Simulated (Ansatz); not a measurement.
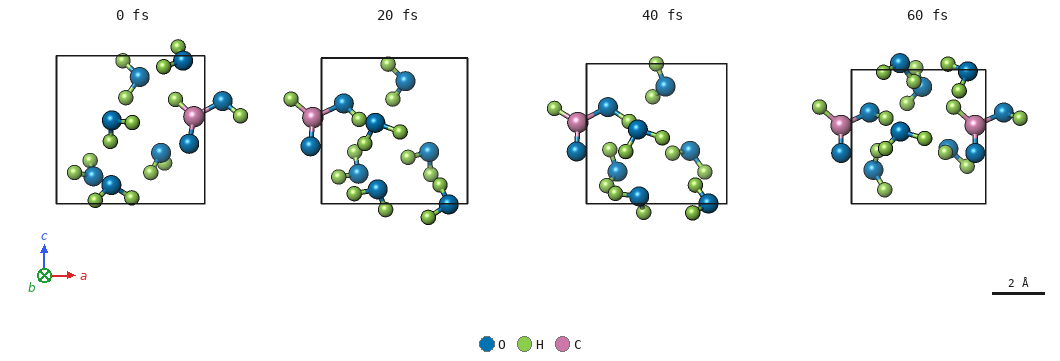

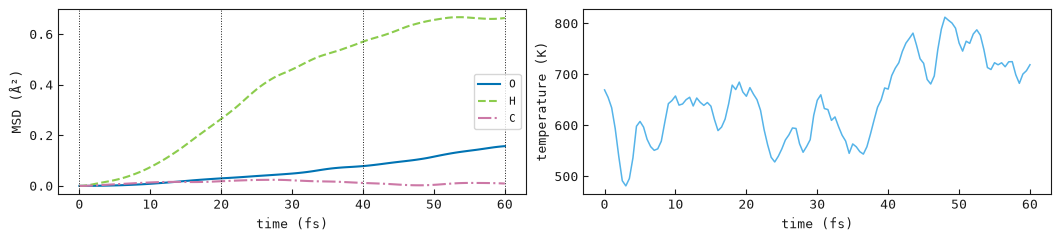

A Born-Oppenheimer molecular dynamics run of a periodic cell with 6 H2O + 1 HCOOH at 1.316 g/cm³, 60 fs long. It starts from the last geometry of an earlier run, with fresh velocities. Frames and the history of the run. Style: ball-and-stick. Shown: the simulation cell, along the b axis. Atoms that leave the cell re-enter on the other side.

Level of theory: DFT r2SCAN-D3(BJ), scalar-relativistic, plane waves, PAW (Ansatz 0.2.0). Settings: plane-wave cutoff 500 eV; k-point mesh 1 × 1 × 1; Fermi-Dirac smearing 0.05 eV; low-accuracy preset; Langevin thermostat and barostat (NPT); set temperature 700 K; time step 0.5 fs; friction 0.005 per fs; target pressure 10 GPa.

Input
```yaml
accuracy: low
crystal:
  lattice:
    - [5.792936, 0.0, 0.0]
    - [0.0, 5.792936, 0.0]
    - [0.0, 0.0, 5.792936]
  atoms:
    - { symbol: O, position: [0.36975506, 0.16557272, 0.55998676] }
    - { symbol: H, position: [0.35932809, 0.25026793, 0.41834348] }
    - { symbol: H, position: [0.50822688, 0.0483738, 0.54555024] }
    - { symbol: O, position: [0.36646103, 0.31588147, 0.12303051] }
    - { symbol: H, position: [0.50454307, 0.37506151, 0.03661467] }
    - { symbol: H, position: [0.25788628, 0.23757947, 0.01993819] }
    - { symbol: O, position: [0.70202812, 0.92424825, 0.34080159] }
    - { symbol: H, position: [0.72610917, 1.07147036, 0.27216602] }
    - { symbol: H, position: [0.63281803, 0.84757192, 0.2074047] }
    - { symbol: O, position: [0.55809953, 0.78376311, 0.8530098] }
    - { symbol: H, position: [0.44457907, 0.84653626, 0.96290837] }
    - { symbol: H, position: [0.46401958, 0.73548912, 0.71347192] }
    - { symbol: O, position: [0.24476892, 0.82872486, 0.18192117] }
    - { symbol: H, position: [0.22284545, 0.96212934, 0.28932502] }
    - { symbol: H, position: [0.1175125, 0.7266945, 0.20759953] }
    - { symbol: O, position: [0.85120327, 0.19736888, 0.96400488] }
    - { symbol: H, position: [0.81747384, 0.33283296, 1.05643772] }
    - { symbol: H, position: [0.7198538, 0.09537554, 0.92262857] }
    - { symbol: O, position: [1.1186073, 0.53009619, 0.69048409] }
    - { symbol: C, position: [0.92397079, 0.50040259, 0.58487916] }
    - { symbol: O, position: [0.89247786, 0.4061818, 0.40218055] }
    - { symbol: H, position: [1.23904649, 0.4612867, 0.59098455] }
    - { symbol: H, position: [0.79982758, 0.58187697, 0.70178331] }
basis:
  ecutwfc: 500.0
kpoints:
  mp_grid: { grid: [1, 1, 1] }
hamiltonian:
  xc: r2scan
  dispersion: d3bj
scf:
  occupations: { method: fermi_dirac, width: 0.05 }
  lower_state_search: "off"
md:
  timestep: 0.5
  n_steps: 120
  ensemble: npt_langevin
  temperature: 700.0
  initial_velocities: maxwell_boltzmann
  seed: 361433
  friction: 0.005
  pressure: 10.0
  fix_cell: [shape]
```

Launched with:
```bash
ansatz run input.yaml --threads 1 --pin off --max-ram 3072MiB --backend cpu --events-out ev --progress --plain --runs-dir out
```

Q: What happens in this trajectory?

A: The mean temperature in the second half is 693 K (standard deviation 75 K). The potential energy is still drifting at the end, so the run hasn't reached equilibrium. The potential energy in the second half lies on average 31.0 meV per atom above the first frame. The mean pressure there is 6.8 GPa. The volume ends −25.7 % from the start. Root-mean-square distances from the starting positions over the second half, with the common drift of all atoms taken out: H 0.77 Å, O 0.32 Å, C 0.11 Å. The heavy atoms stay within a fraction of a molecule's size of their starting places, while the hydrogen atoms travel further, as molecules turn; so short a run doesn't tell a liquid from a solid. The conserved quantity stays between −0.076 and 0.54 meV per atom of its start. A straight-line fit has a slope that amounts to +0.25 meV per atom over 60 fs (0.3 % of the mean kinetic energy), and the ripple about it is 1.0 % of the kinetic energy's fluctuation. With a drift under 2 % and a ripple under 7 %, the integration is accurate.

Limits of the set-up: the program's low-accuracy preset was used; the periodic images lie only 5.8 Å apart, so the values are limited by the cell's size.
